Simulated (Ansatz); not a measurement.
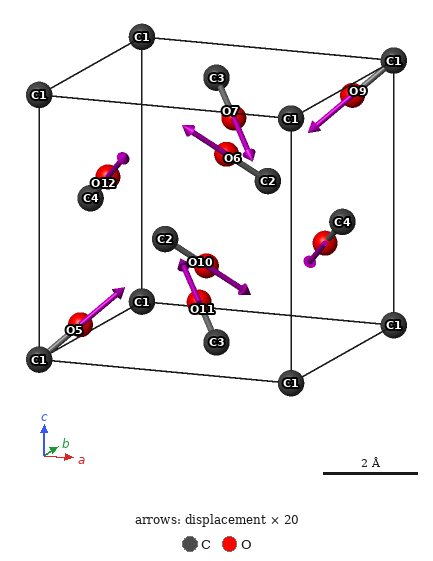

This is a relaxation of crystalline CO2 (built on the database structure type). The starting structure is drawn; purple arrows show the displacements (the part carried along by the change of the cell is left out), magnified 20 times.

Style: ball-and-stick. Shown: the cell of the calculation, slightly off an axis.

Computed with DFT, r2SCAN+rVV10, plane waves, PAW (Ansatz 0.2.0). Set-up: plane-wave cutoff 500 eV; k-point mesh 4 × 4 × 4; occupations fermi dirac; smearing width 0.03 eV; no spin polarisation; cell and atoms relaxed; force threshold 0.01 eV/Å; at most 120 steps.

Which element moves most?

Oxygen: up to 0.063 Å, against 0.000 Å for carbon.

Describe the change and its energy.

The largest moves relative to the cell, 0.063 Å, are those of O atoms. C stays in place. Cell: a = b = c 5.789 → 5.442 Å (−6.0 %). Volume −16.9 %. Some distances before and after: C–O 1.167 → 1.160 Å. The space group stays Pa-3 (No. 205). After 5 accepted moves (8 points after the start) the energy has fallen by 0.169 eV per cell of the calculation. The largest force component goes from 0.34 to 0.00016 eV/Å. Pressure: −2.65 GPa at the start and 0.00 GPa at the end. The line search rejected the trial step at point 2 of the run. The SCF was repeated twice at an unchanged geometry on a basis and grid sized afresh for the cell, which shifted the energy by 19.3 meV per cell of the calculation at most.
